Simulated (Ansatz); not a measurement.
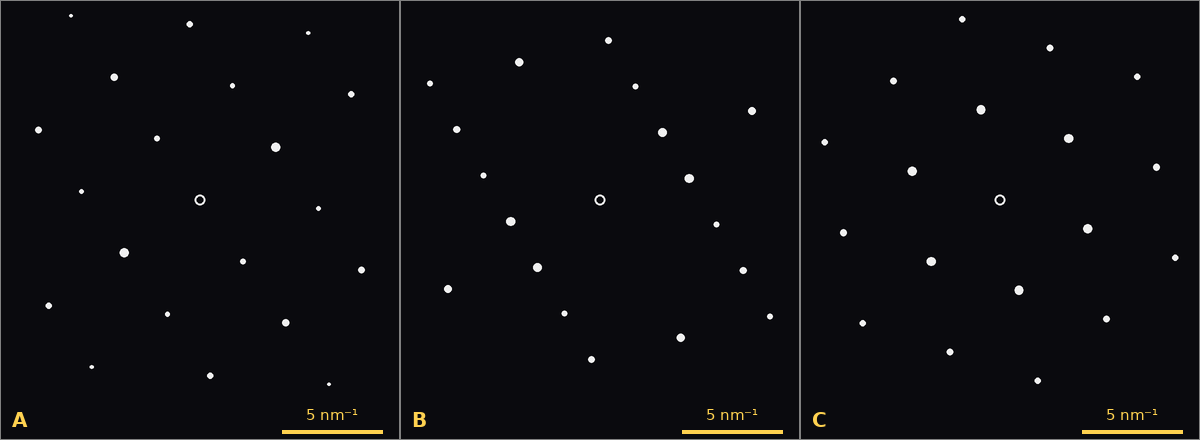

Kinematic zone-axis patterns, calculated for 120 keV electrons with B = 0.5 Å².

All three come from Ir, space group P6/mmm (No. 191), a = 4.336 Å, c = 2.669 Å (hexagonal axes). Structure: the geometry relaxed with DFT PBEsol, scalar-relativistic, plane waves, PAW (Ansatz 0.2.0); the starting structure was generated, so it need not be a known form of this composition.

Q: Assign the zone axes [001], [101], [210] to A, B and C.

A: A is [210]: rectangular net of 0 0 1 at d = 2.67 Å and 1 -2 0 at d = 2.17 Å, at 90.0°. B is [101]: centred rectangular net of 0 1 0 (itself too weak to see) at d = 3.75 Å and 1 0 -1 at d = 2.18 Å, at 73.2°. C is [001]: hexagonal net of 2 -1 0 at d = 2.17 Å and 1 1 0 at d = 2.17 Å, at 60.0°.
